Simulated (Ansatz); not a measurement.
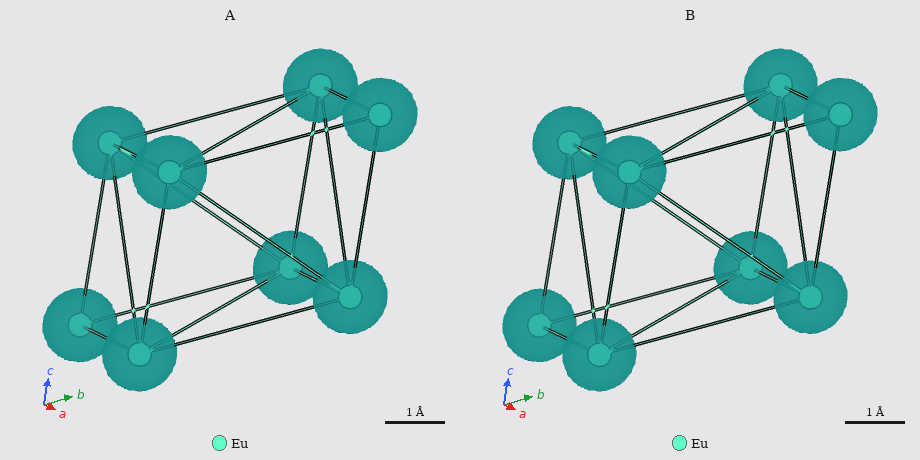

The picture shows: Eu. Spin density of two self-consistent states of the same cell, at +1.5 (teal) and −1.5 e/Å³ (pink).

Space group Fm-3m; a structure from a database of computed crystals, not necessarily the ambient phase; no Hubbard U on the f states and no spin–orbit coupling; spin-polarised.

Theory: Ansatz 0.2.0, DFT, PBE, PAW with Ansatz's default frozen-core files, scalar-relativistic.

Question: Describe the two states. Which lies lower in energy?

Answer: State A: parallel main moments, as they must be, since the calculation's own cell holds one magnetic site; Eu: +7.1 μB in one cell of 1 atoms. State B: parallel main moments, as they must be, since the calculation's own cell holds one magnetic site; Eu: +5.9 μB in one cell of 1 atoms. State A lies lower by 913 meV per atom.
